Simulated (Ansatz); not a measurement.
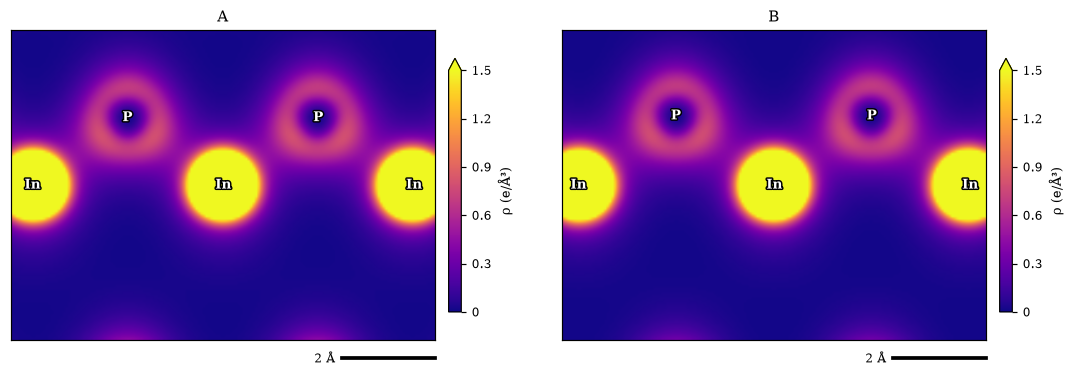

InP. The valence pseudo-density of two cells that differ in size, on the (011̄) plane of each (indices in the axes of the calculation cell), at one length scale and on one colour scale: B has 26.8 Å³ an atom and A 24.8.

Method: DFT, PBE, plane-wave PAW, default files, scalar-relativistic, frozen cores (Ansatz).

The density is the valence pseudo-density of a PAW calculation; it isn't the true density close to the nuclei.

The larger cell:

```xyz
2
Lattice="0.0000 2.9919 2.9919 2.9919 0.0000 2.9919 2.9919 2.9919 0.0000" Properties=species:S:1:pos:R:3 pbc="T T T"
In    0.0000    0.0000    0.0000
P     1.4960    1.4960    1.4960
```

The smaller cell: a = 4.122 Å, b = 4.122 Å, c = 4.122 Å, α = 60.00°, β = 60.00°, γ = 60.00°.

**What changes from the larger cell to the smaller?**

From the larger cell to the smaller, In–P goes from 2.59 to 2.52 Å, and the density at its midpoint from 0.42 to 0.46 e/Å³; the pressure goes from −0.7 to 4.6 GPa.
